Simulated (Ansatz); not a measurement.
Single-point calculation, with input and output: Na (part 2 of 2)

Continued. System: Na (64 atoms in the cell). Method: DFT PBE, scalar-relativistic, plane waves, PAW, no spin polarisation (Ansatz 0.2.0); cutoff 420 eV, 2×2×2 k-mesh, Gaussian smearing of 0.1 eV. The structure derives from a Materials Project entry. It belongs to a series of runs on one base structure; here: the perfect crystal in a cell of 64 atoms.

### What the program printed, continued
```
  k-point 0: bands = ["-51.2417", "-51.2407", "-51.2407", "-51.2407", "-51.2407", "-51.2407", "-51.2407", "-51.2407", "-51.2407", "-51.2407", ... 142 levels left out ..., "-23.1606", "-23.1606", "-23.1606", "-23.1606", "-23.1606", "-23.1606", "-23.1606", "-23.1606", "-23.1606", "-23.1606", "-23.1606", "-23.1606", "-23.1606", "-23.1606", "-23.1606", "-23.1606", "-23.1606", "-23.1586", "-23.1586", "-23.1586", "-23.1586", "-23.1586", "-23.1586", "-23.1586", "-23.1586", "-23.1586", "-23.1586", "-23.1586", "-23.1586",
      "-23.1581", "-23.1581", "-23.1581", "-23.1581", "-23.1581", "-23.1581", "-23.1581", "-23.1581", "-23.1581", "-23.1581", "-23.1581", "-23.1581", "-23.1577", "-23.1577", "-23.1577", "-23.1577", "-23.1577", "-23.1577", "-23.1516", "-23.1516", "-23.1516", "-23.1516", "-23.1516", "-23.1516", "-23.1516", "-23.1516", "-23.1516", "-23.1516", "-23.1516", "-23.1516", "-23.1492", "-23.1492", "-23.1492", "-23.1492", "-23.1492", "-23.1492", "-23.1492", "-23.1492", "-23.1492", "-23.1492",
      "-23.1492", "-23.1492", "-23.1492", "-23.1492", "-23.1492", "-23.1492", "-23.1492", "-23.1492", "-23.1492", "-23.1492", "-23.1492", "-23.1492", "-23.1492", "-23.1492", "-23.1455", "-23.1455", "-23.1455", "-23.1455", "-23.1455", "-23.1455", "-23.1455", "-23.1455", "-23.1455", "-23.1455", "-23.1455", "-23.1455", "-23.1455", "-23.1455", "-23.1455", "-23.1454", "-23.1454", "-23.1454", "-23.1454", "-23.1454", "-23.1454", "-1.5279", "-0.4363", "-0.4363", "-0.4363", "-0.4363",
      "-0.4363", "-0.4363", "-0.4363", "-0.4363", "-0.4363", "-0.4363", "-0.4363", "-0.4363", "0.6336", "0.6336", "0.6336", "0.6336", "0.6336", "0.6336", "1.6796", "1.6796", "1.6796", "1.6796", "1.6796", "1.6796", "1.6796", "1.6796", "1.6796", "1.6796", "1.6796", "1.6796", "1.6796", "1.6796", "1.6796", "1.6796", "1.6796", "1.6796", "1.6796", "1.6796", "1.6796", "1.6796", "1.6796", "1.6796", "2.5094", "2.5094",
      "2.5094", "2.5094", "2.5094", "2.5094", "2.9760", "2.9760", "2.9760", "2.9760", "2.9760", "2.9760", "3.4887", "3.4887", "3.4887", "3.4887", "3.4887", "3.4887", "3.4887", "3.4887", "3.4887", "3.4887", "3.4887", "3.4887", "4.0199", "4.0199", "4.0199", "4.0199", "4.0199", "4.0199", "4.0199", "4.0199", "4.0199", "4.0199", "4.0199", "4.0199", "4.4704", "4.4704", "4.4704", "4.4704", "4.4704", "4.4704",
      "5.4615", "5.4615", "5.4615", "5.4615", "5.4615", "5.4615", "5.4615", "5.4615", "5.4615", "5.4615", "5.4615"]
  k-point 1: bands = ["-51.2414", "-51.2414", "-51.2409", "-51.2409", "-51.2409", "-51.2409", "-51.2404", "-51.2404", "-51.2404", "-51.2404", ... 142 levels left out ..., "-23.1604", "-23.1604", "-23.1598", "-23.1598", "-23.1596", "-23.1596", "-23.1596", "-23.1596", "-23.1590", "-23.1590", "-23.1590", "-23.1590", "-23.1589", "-23.1589", "-23.1589", "-23.1589", "-23.1587", "-23.1587", "-23.1587", "-23.1587", "-23.1587", "-23.1587", "-23.1587", "-23.1587", "-23.1565", "-23.1565", "-23.1565", "-23.1565", "-23.1559",
      "-23.1559", "-23.1545", "-23.1545", "-23.1545", "-23.1545", "-23.1545", "-23.1545", "-23.1545", "-23.1545", "-23.1537", "-23.1537", "-23.1537", "-23.1537", "-23.1535", "-23.1535", "-23.1535", "-23.1535", "-23.1522", "-23.1522", "-23.1522", "-23.1522", "-23.1522", "-23.1522", "-23.1522", "-23.1522", "-23.1520", "-23.1520", "-23.1520", "-23.1520", "-23.1508", "-23.1508", "-23.1503", "-23.1503", "-23.1503", "-23.1503", "-23.1497", "-23.1497", "-23.1497", "-23.1497", "-23.1497",
      "-23.1497", "-23.1497", "-23.1497", "-23.1493", "-23.1493", "-23.1493", "-23.1493", "-23.1493", "-23.1493", "-23.1474", "-23.1474", "-23.1474", "-23.1474", "-23.1474", "-23.1474", "-23.1474", "-23.1474", "-23.1473", "-23.1473", "-23.1473", "-23.1473", "-23.1473", "-23.1473", "-23.1473", "-23.1473", "-23.1473", "-23.1473", "-23.1468", "-23.1468", "-23.1468", "-23.1468", "-23.1455", "-23.1455", "-23.1455", "-23.1455", "-1.2528", "-1.2528", "-0.7070", "-0.7070", "-0.7070",
      "-0.7070", "-0.1668", "-0.1668", "-0.1668", "-0.1668", "0.3679", "0.3679", "0.3679", "0.3679", "0.3679", "0.3679", "0.3679", "0.3679", "0.8970", "0.8970", "0.8975", "0.8975", "0.8975", "0.8975", "1.4201", "1.4201", "1.4201", "1.4201", "1.9335", "1.9335", "1.9335", "1.9335", "1.9335", "1.9335", "1.9335", "1.9335", "1.9403", "1.9403", "1.9403", "1.9403", "2.4450", "2.4450", "2.4450", "2.4450", "2.4450",
      "2.4450", "2.4450", "2.4450", "2.7537", "2.7537", "2.9399", "2.9399", "2.9399", "2.9399", "3.2426", "3.2426", "3.2426", "3.2426", "3.2434", "3.2434", "3.4483", "3.4483", "3.4483", "3.4483", "3.7196", "3.7196", "3.7196", "3.7196", "4.0463", "4.0463", "4.0463", "4.0463", "4.0463", "4.0463", "4.0463", "4.0463", "4.5301", "4.5301", "4.5301", "4.5301", "4.5301", "4.5301", "4.5301", "4.5301", "4.7177",
      "4.7177", "4.7177", "4.7177", "4.7188", "4.7188", "5.0523", "5.0523", "5.1994", "5.1994", "5.2150", "5.2150"]
  k-point 2: bands = ["-51.2411", "-51.2411", "-51.2411", "-51.2411", "-51.2411", "-51.2411", "-51.2403", "-51.2403", "-51.2403", "-51.2403", ... 142 levels left out ..., "-23.1603", "-23.1603", "-23.1579", "-23.1579", "-23.1579", "-23.1579", "-23.1579", "-23.1579", "-23.1579", "-23.1579", "-23.1579", "-23.1579", "-23.1579", "-23.1579", "-23.1579", "-23.1579", "-23.1579", "-23.1579", "-23.1579", "-23.1579", "-23.1579", "-23.1579", "-23.1579", "-23.1579", "-23.1579", "-23.1579", "-23.1527", "-23.1527", "-23.1527",
      "-23.1527", "-23.1527", "-23.1527", "-23.1527", "-23.1527", "-23.1521", "-23.1521", "-23.1521", "-23.1521", "-23.1521", "-23.1521", "-23.1505", "-23.1505", "-23.1505", "-23.1505", "-23.1505", "-23.1505", "-23.1505", "-23.1505", "-23.1505", "-23.1505", "-23.1505", "-23.1505", "-23.1498", "-23.1498", "-23.1498", "-23.1498", "-23.1498", "-23.1498", "-23.1498", "-23.1498", "-23.1498", "-23.1498", "-23.1498", "-23.1498", "-23.1498", "-23.1498", "-23.1498", "-23.1498", "-23.1494",
      "-23.1494", "-23.1494", "-23.1494", "-23.1494", "-23.1494", "-23.1494", "-23.1494", "-23.1494", "-23.1494", "-23.1494", "-23.1494", "-23.1494", "-23.1494", "-23.1494", "-23.1494", "-23.1494", "-23.1494", "-23.1494", "-23.1494", "-23.1494", "-23.1494", "-23.1494", "-23.1494", "-23.1491", "-23.1491", "-23.1491", "-23.1491", "-23.1491", "-23.1491", "-23.1491", "-23.1491", "-23.1491", "-23.1491", "-23.1491", "-23.1491", "-0.9792", "-0.9792", "-0.9792", "-0.9792", "-0.9792",
      "-0.9792", "0.1012", "0.1012", "0.1012", "0.1012", "0.1012", "0.1012", "0.1012", "0.1012", "1.1598", "1.1598", "1.1598", "1.1598", "1.1598", "1.1598", "1.1598", "1.1598", "1.1598", "1.1598", "1.1598", "1.1598", "1.1598", "1.1598", "1.1598", "1.1598", "1.1598", "1.1598", "1.1598", "1.1598", "1.1598", "1.1598", "1.1598", "1.1598", "2.9975", "2.9975", "2.9975", "2.9975", "2.9975", "2.9975", "2.9975",
      "2.9975", "2.9975", "2.9975", "2.9975", "2.9975", "3.2138", "3.2138", "3.2138", "3.2138", "3.2138", "3.2138", "3.4897", "3.4897", "3.4897", "3.4897", "3.4897", "3.4897", "3.4897", "3.4897", "3.4897", "3.4897", "3.4897", "3.4897", "3.9802", "3.9802", "3.9802", "3.9802", "3.9802", "3.9802", "3.9802", "3.9802", "3.9802", "3.9802", "3.9802", "3.9802", "3.9802", "3.9802", "3.9802", "3.9802", "4.9915",
      "4.9915", "4.9915", "4.9915", "4.9915", "4.9915", "4.9915", "4.9915", "5.2958", "5.2958", "5.2958", "5.2958"]
```

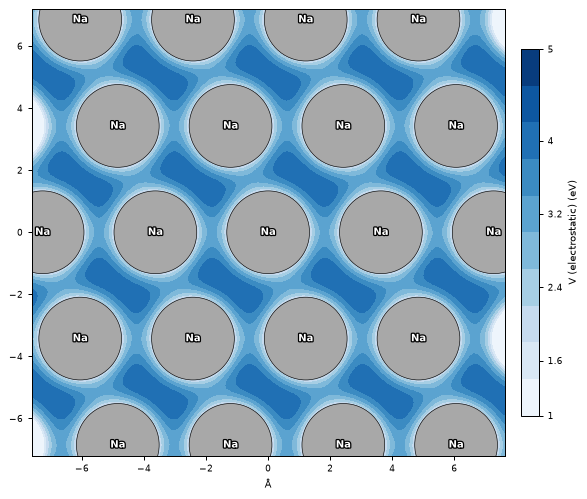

Electrostatic potential energy of an electron on the (100) plane of the calculation cell. Grey discs, where drawn, cover atomic cores. Atoms in the plane: Na. Outside the cores the potential energy rises away from the atoms and is highest about 2.2 Å from the nearest atoms; outside the discs it spans about 2 eV, and its zero is arbitrary. In a PAW calculation such maps are meaningful between the atoms, not at the nuclei.

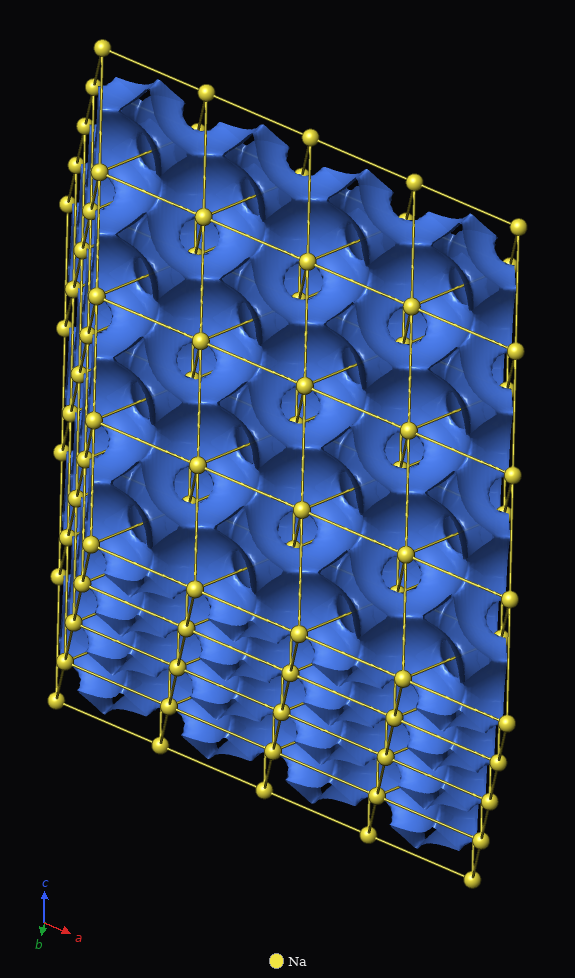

Isosurface of the electron localisation function at 0.45 (blue), seen at an oblique angle. Only the valence region is drawn (cores and ρ < 0.01 e/Å³ removed). Sticks mark near contacts. The outline is the calculation cell. Values along the shortest contacts:

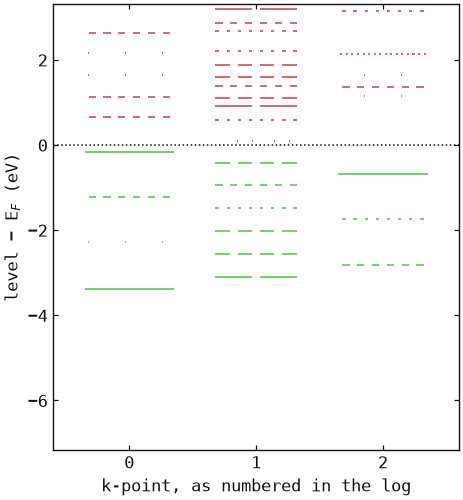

Kohn–Sham levels near the Fermi level (dotted) at the few k-points that the log prints; levels within 0.02 eV of each other stand side by side. The system is metallic on the full mesh.

### Key numbers

```tsv
quantity	value
outcome	converged
space group (tolerance 0.01 Å)	Im-3m (229)
electrons treated	576
free energy	−95130.1166 eV
Fermi energy	1.845 eV
gap on the k-point mesh	none (metallic)
pressure	0.03 GPa
largest force (length of the vector)	under 0.001 eV/Å
wall time	68 s (CPU time 7.9 min)
peak memory	8.8 GiB
```
